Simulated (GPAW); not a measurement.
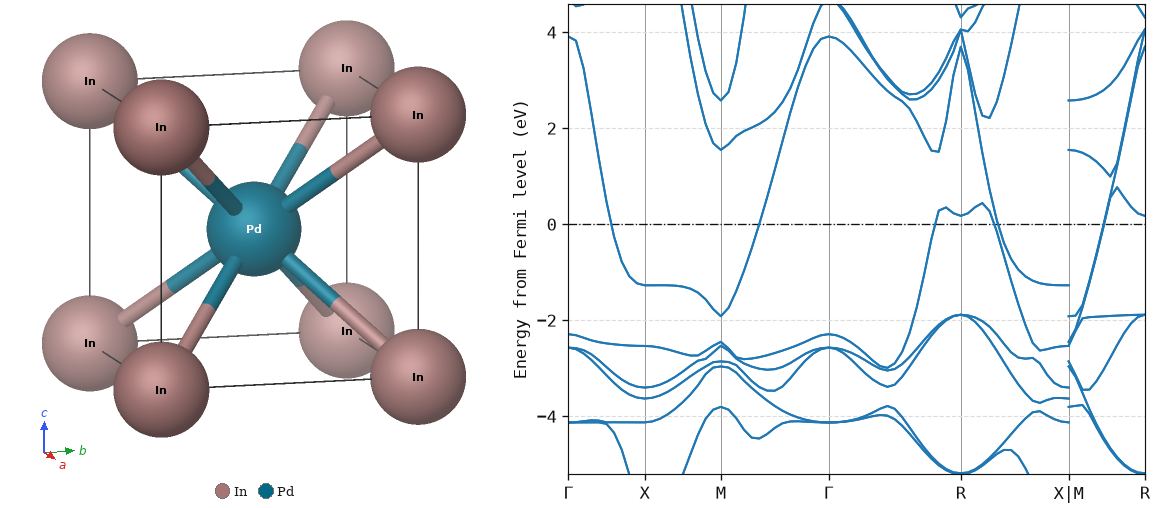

Band structure of CsCl-type PdIn, space group Pm-3m, 2 atoms in the cell (cubic a = 3.272 Å), beside the structure. Computed with GPAW: r2SCAN, GPAW PAW data sets (gpaw-data 1.2.1), spin-orbit coupling, no magnetisation, 6×6×6 k mesh, 600 eV cutoff, Fermi-Dirac smearing of 0.05 eV. Energies are counted from the Fermi level.

A metal: 4 spinor bands cross the Fermi level along this path (the two partners of a degenerate pair count as two). Bands cross the Fermi level on Γ–X, M–Γ, Γ–R, R–X and M–R, and not on X–M. At Γ the nearest levels lie 2.29 eV below and 3.91 eV above the Fermi level.

Spin-orbit coupling was added after a scalar SCF, so levels and gaps hold it while energy, forces, pressure and moments don't. This program's spin-orbit splittings come out too wide for heavy elements. The PAW data sets were made with another functional. The k mesh is thin for a metal, so its Fermi level is uncertain. The cell comes from a database of computed structures, and whether it is the stable form of this composition wasn't checked. Bands are joined in order of energy, so crossings between the computed points show as kinks or gaps.
